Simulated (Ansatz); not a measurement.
Te$_{2}$Pt

```xyz
12
Lattice="4.0260 0.0000 0.0000 -2.0130 3.4866 0.0000 0.0000 0.0000 60.6060" Properties=species:S:1:pos:R:3 pbc="T T T"
Te    2.0130    1.1622    9.0964
Pt    0.0000    0.0000   10.4970
Te    0.0000    2.3244   11.8503
Te    2.0130    1.1622   14.2576
Pt    0.0000    0.0000   15.6285
Te    0.0000    2.3244   17.0024
Te    2.0130    1.1622   19.4006
Pt    0.0000    0.0000   20.7745
Te    0.0000    2.3244   22.1454
Te    2.0130    1.1622   24.5527
Pt    0.0000    0.0000   25.9060
Te    0.0000    2.3244   27.3066
```

Theory: Ansatz 0.2.0, DFT PBE+D3(BJ), scalar-relativistic, plane waves, PAW.

The density is the valence pseudo-density of a PAW calculation; it isn't the true density close to the nuclei.

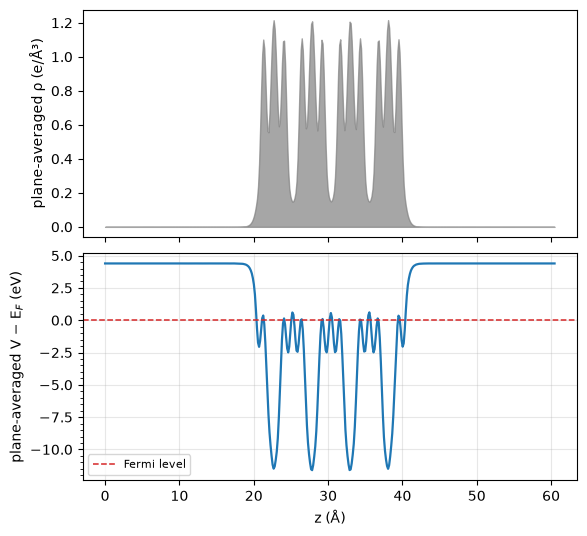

Figure 1. Plane average of the electrostatic potential (local pseudopotential plus Hartree) felt by an electron and of the valence pseudo-density across the slab.

Question: What is the work function?

Answer: The potential is flat in the vacuum, 4.39 eV above the Fermi level; this is the work function, the same on both faces.

Question: What are the slab's thickness and the vacuum gap?

Answer: The outermost nuclei are 18.2 Å apart, in 12 atomic planes; the vacuum between periodic images is 42.4 Å wide.

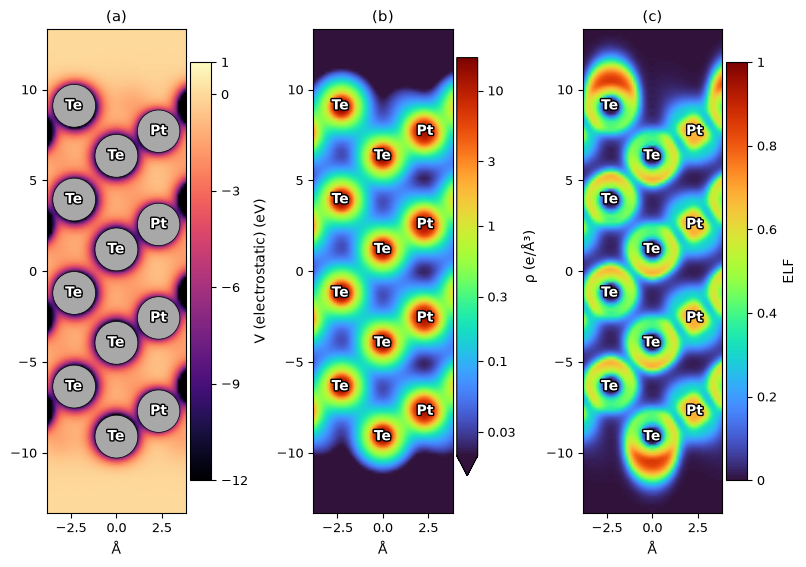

Figure 2. (a) electrostatic potential (local pseudopotential plus Hartree) felt by an electron; (b) valence electron density; (c) ELF on the (110) plane of the calculation cell, a cut from vacuum to vacuum. Grey discs cover the atomic cores in the potential map.

Question: Read the bonding off the picture.

Answer: The plane passes through Te and Pt nuclei. Te–Pt (2.69 Å): ρ is about 0.49 e/Å³ halfway; the ELF is about 0.55 at the midpoint. The density dies away to nearly zero in the vacuum. The features right at Pt lie inside the PAW spheres, where the map follows smoothed inner orbitals and isn't to be read closely. Outside the cores the potential energy rises away from the atoms and is highest in the vacuum; its zero is arbitrary.

Question: Metal or insulator at this level of theory?

Answer: It is metallic or semimetallic at this level of theory: no gap opens.
